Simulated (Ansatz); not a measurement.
## Two runs on SnO2

System: SnO2 (Pm, 6 atoms in the cell).
Method of run 1: DFT, LDA, plane waves, PAW, no spin polarisation (Ansatz 0.2.0).

The structure derives from an entry of the Crystallography Open Database. Text and figures count atoms from 1; the logs count them from 0 in places.

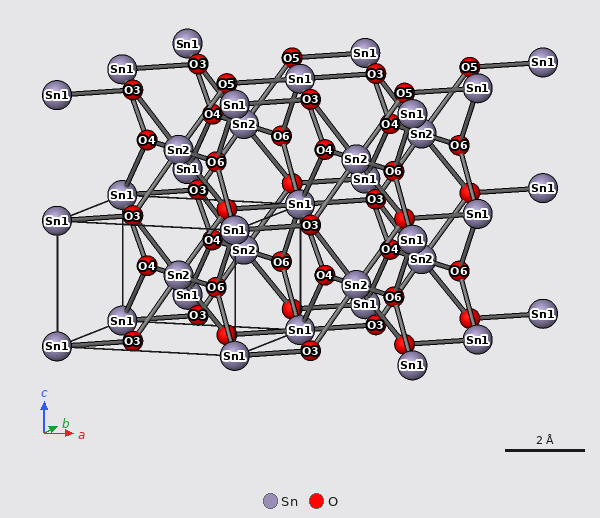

The structure (ball-and-stick view of the cell of the calculation, repeated 2 × 2 × 2, seen slightly off an axis; atoms are numbered from 1 in the order of the input). An atom can appear more than once, as a periodic image. Near neighbours in the periodic cell (some may lie outside the picture): Sn has 6 O at 1.89 to 2.29 Å; O has 3 Sn at 1.89 to 2.29 Å.

**Input, run 1**
```yaml
crystal:
  lattice:
    - [4.8277049961, 0.0, 0.0]
    - [0.0, 4.8277049961, 0.0]
    - [0.0, 0.0, 3.2379909406]
  atoms:
    - { symbol: Sn, position: [-0.0042639639, 0.0034098311, 0.0] }
    - { symbol: Sn, position: [0.4972786656, 0.5009226164, 0.5] }
    - { symbol: O, position: [0.3066050863, 0.3194601413, 0.0] }
    - { symbol: O, position: [0.2193098075, 0.7776770003, 0.5] }
    - { symbol: O, position: [0.6933949137, 0.7062499687, 0.0] }
    - { symbol: O, position: [0.8325199801, 0.1644668277, 0.5] }
kpoints:
  mp_grid: { grid: [6, 6, 8] }
hamiltonian:
  xc: lda
scf:
  occupations: { method: gaussian, width: 0.05 }
output:
  forces: true
  eigenvalues: true
  stress: true
```

Launched with:
```bash
ansatz run input.yaml --threads 2 --pin off --max-ram 5120MiB --backend cpu --events-out ev --progress --plain --runs-dir out
```

Hardware: 2 threads of AMD EPYC (Zen 3), 189 GiB of memory available, shared host.

**Output, shortened to warnings, some set-up lines, iterations and results (run 1)**
```
Basis set: ecut = 420 eV, 1495 PW (Γ)
Symmetry: 2 space group operations
k-points: 100 of 288 (time reversal used)
Initial density: superposition of atomic densities (neutral atoms: chi_scale 0, normalization atom), corrected by the library's trained network
[...]
SCF iter   1: F=—  HF=-13979.564446 eV  |F-HF|=—  |Δ(HF+E_count)|=         —  Δρ=1.89e-2  dr2=2.30e-1  ethr=1.77e-3  ⟨swp⟩=6.1  Hψ=14389  notcnv=0  defer=4
SCF iter   2: F=—  HF=-13979.499919 eV  |F-HF|=—  |Δ(HF+E_count)|=   6.45e-2  Δρ=4.91e-3  dr2=6.99e-3  ethr=4.42e-4  ⟨swp⟩=2.2  Hψ=5375  notcnv=0  defer=175
SCF iter   3: F=—  HF=-13979.497640 eV  |F-HF|=—  |Δ(HF+E_count)|=   2.28e-3  Δρ=2.16e-3  dr2=1.89e-3  ethr=1.34e-5  ⟨swp⟩=2.1  Hψ=5644  notcnv=0  defer=75
SCF iter   4: F=—  HF=-13979.497041 eV  |F-HF|=—  |Δ(HF+E_count)|=   5.99e-4  Δρ=5.37e-4  dr2=1.82e-4  ethr=3.63e-6  ⟨swp⟩=2.0  Hψ=5601  notcnv=0  defer=75
SCF iter   5: F=—  HF=-13979.497027 eV  |F-HF|=—  |Δ(HF+E_count)|=   1.32e-5  Δρ=3.44e-4  dr2=7.43e-5  ethr=3.51e-7  ⟨swp⟩=2.0  Hψ=4371  notcnv=0  defer=75
SCF iter   6: F=—  HF=-13979.497017 eV  |F-HF|=—  |Δ(HF+E_count)|=   1.05e-5  Δρ=6.82e-5  dr2=3.03e-6  ethr=1.43e-7  ⟨swp⟩=2.0  Hψ=4020  notcnv=0  defer=75
SCF iter   7: F=—  HF=-13979.497018 eV  |F-HF|=—  |Δ(HF+E_count)|=   8.29e-7  Δρ=4.49e-5  dr2=1.26e-6  ethr=5.82e-9  ⟨swp⟩=2.0  Hψ=4344  notcnv=0  defer=75
SCF iter   8: F=-13979.497017 eV  HF=-13979.497018 eV  |F-HF|=2.32e-8  |Δ(HF+E_count)|=   2.64e-7  Δρ=9.90e-6  dr2=5.14e-8  ethr=1.92e-10  ⟨swp⟩=7.8  Hψ=15102  notcnv=0
SCF 1 converged in 8 iterations: F = -13979.497017 eV  dr2 = 5.14e-8
SCF converged after 8 iterations
Free energy (F): -13979.497017 eV
Harris-Foulkes:  -13979.497018 eV  (|F-HF|=2.32e-8)
Internal energy: -13979.497017 eV  (E = F + TS)
E sigma→0 (E₀):  -13979.497017 eV
Fermi energy:    8.683663 eV
--- Per-component energies (eV) ---
  E_band       = -172.194422
  E_kinetic    = 1076.308495
  E_local      = -3013.385655  (includes V_loc(G=0)·N_el)
  E_nonlocal   = 150.563082
  E_hartree    = 1534.569900
  E_xc         = -1040.593672
  E_vxc        = -562.519176  (∫ρ·V_xc dr)
  E_paw        = -8600.936795  (= ΣΔE_a)
  E_vpaw       = -892.321574  (= ΣTr[D̂ρ^β])
  E_aug_tail   = 0.009979  (compensation charges beyond the density's cutoff)
  E_ewald      = -4087.269833
  E_core_change = 1.237482  (= ΣΔE_core)
  E_smearing   = -0.000000  (= −TS)
  E_closure    = -0.000000  (closes the sum)
  Σ components = -13979.497017   (vs F -13979.497017, Δ=0.00e0)
--- Forces (eV/Å), atoms counted from 1 ---
  atom   1  Sn     2.48835195    -2.02388208     0.00000000
  atom   2  Sn     1.97609606    -0.91330528     0.00000000
  atom   3  O      0.04926575    -1.03463702     0.00000000
  atom   4  O     -2.81932024     3.02234747     0.00000000
  atom   5  O     -0.01723335    -1.01519617     0.00000000
  atom   6  O     -1.67714308     1.96465546     0.00000000
  max |Σ_I F_I| component: 1.76e-5 eV/Å
--- Stress (GPa, compression-positive) ---
       -4.859200      -4.290116       0.000000
       -4.290116      -4.902856       0.000000
        0.000000       0.000000      -5.355843
  P = ⅓ Tr σ = -5.0393 GPa (-50.393 kbar)
```

The input of run 2 differs as follows (lines with − go, lines with + come):
```diff
+basis:
+  ecutwfc: 420
-  xc: lda
+  xc: pbe
```

How does run 2 compare with run 1?

The total energies belong to different methods, so their difference says nothing on which is more stable or more accurate. The gap on the mesh goes from 0.52 to 0.66 eV. The pressure goes from −5.04 to 5.76 GPa. The largest force goes from 4.133 to 4.353 eV/Å. The functional changes from LDA to PBE. The SCF takes 7 iterations against 8.

**Output, shortened to warnings, some set-up lines, iterations and results (run 2)**
```
Basis set: ecut = 420 eV, 1495 PW (Γ), exchange–correlation on 72×72×48 points (8 copies of the dense FFT grid, shifted against one another)
Symmetry: 2 space group operations
k-points: 100 of 288 (time reversal used)
Initial density: superposition of atomic densities (neutral atoms: chi_scale 0, normalization atom), corrected by the library's trained network
[...]
SCF iter   1: F=—  HF=-14317.186434 eV  |F-HF|=—  |Δ(HF+E_count)|=         —  Δρ=1.58e-3  dr2=8.67e-4  ethr=1.77e-3  ⟨swp⟩=6.1  Hψ=14312  notcnv=0  defer=3
SCF iter   2: F=—  HF=-14317.188791 eV  |F-HF|=—  |Δ(HF+E_count)|=   2.36e-3  Δρ=7.86e-4  dr2=1.90e-4  ethr=1.67e-6  ⟨swp⟩=2.1  Hψ=6538  notcnv=0  defer=17
SCF iter   3: F=—  HF=-14317.189054 eV  |F-HF|=—  |Δ(HF+E_count)|=   2.63e-4  Δρ=3.74e-4  dr2=5.72e-5  ethr=3.65e-7  ⟨swp⟩=2.2  Hψ=4130  notcnv=0
SCF iter   4: F=—  HF=-14317.189092 eV  |F-HF|=—  |Δ(HF+E_count)|=   3.80e-5  Δρ=7.99e-5  dr2=4.69e-6  ethr=1.10e-7  ⟨swp⟩=2.0  Hψ=4224  notcnv=0
SCF iter   5: F=—  HF=-14317.189094 eV  |F-HF|=—  |Δ(HF+E_count)|=   1.14e-6  Δρ=5.01e-5  dr2=1.44e-6  ethr=9.02e-9  ⟨swp⟩=2.2  Hψ=4766  notcnv=0
SCF iter   6: F=—  HF=-14317.189094 eV  |F-HF|=—  |Δ(HF+E_count)|=   2.04e-7  Δρ=1.48e-5  dr2=1.19e-7  ethr=2.76e-9  ⟨swp⟩=2.0  Hψ=4270  notcnv=0
SCF iter   7: F=-14317.189094 eV  HF=-14317.189094 eV  |F-HF|=3.06e-9  |Δ(HF+E_count)|=   1.22e-7  Δρ=7.40e-6  dr2=3.22e-8  ethr=1.92e-10  ⟨swp⟩=7.8  Hψ=12656  notcnv=0
SCF 1 converged in 7 iterations: F = -14317.189094 eV  dr2 = 3.22e-8
SCF converged after 7 iterations
Free energy (F): -14317.189094 eV
Harris-Foulkes:  -14317.189094 eV  (|F-HF|=3.06e-9)
Internal energy: -14317.189094 eV  (E = F + TS)
E sigma→0 (E₀):  -14317.189094 eV
Fermi energy:    9.128306 eV
--- Per-component energies (eV) ---
  E_band       = -155.297079
  E_kinetic    = 1080.572043
  E_local      = -3006.517701  (includes V_loc(G=0)·N_el)
  E_nonlocal   = 134.477244
  E_hartree    = 1544.106035
  E_xc         = -1053.808167
  E_vxc        = -562.372421  (∫ρ·V_xc dr)
  E_paw        = -8928.758530  (= ΣΔE_a)
  E_vpaw       = -889.682402  (= ΣTr[D̂ρ^β])
  E_aug_tail   = 0.009815  (compensation charges beyond the density's cutoff)
  E_ewald      = -4087.269833
  E_smearing   = -0.000000  (= −TS)
  E_closure    = 0.000000  (closes the sum)
  Σ components = -14317.189094   (vs F -14317.189094, Δ=0.00e0)
--- Forces (eV/Å), atoms counted from 1 ---
  atom   1  Sn     2.67905238    -2.11234488     0.00000000
  atom   2  Sn     2.23313092    -1.10222807     0.00000000
  atom   3  O     -0.05244359    -1.19066796     0.00000000
  atom   4  O     -2.96935173     3.18358157     0.00000000
  atom   5  O      0.03942572    -1.00971471     0.00000000
  atom   6  O     -1.92979877     2.23137296     0.00000000
  max |Σ_I F_I| component: 1.49e-5 eV/Å
--- Stress (GPa, compression-positive) ---
        5.313296      -4.302415       0.000000
       -4.302415       5.266079       0.000000
        0.000000       0.000000       6.698832
  P = ⅓ Tr σ = 5.7594 GPa (57.594 kbar)
```

**The two runs side by side**

| quantity | run 1 | run 2 |
| --- | --- | --- |
| outcome | converged | converged |
| free energy per atom (eV) | −2329.9162 | −2386.1982 |
| gap on the mesh (eV) | 0.52 | 0.66 |
| pressure (GPa) | −5.04 | 5.76 |
| largest force (eV/Å) | 4.133 | 4.353 |
| SCF iterations | 8 | 7 |
| irreducible k-points | 100 | 100 |
| plane waves at Γ | 1495 | 1495 |
| wall time (shared host) | 30 s | 22 s |

For run 1: The cell is under a tension of 5.0 GPa at this level, so it is not at its equilibrium volume. For run 2: The cell is under a pressure of 5.8 GPa at this level, so it is not at its equilibrium volume.
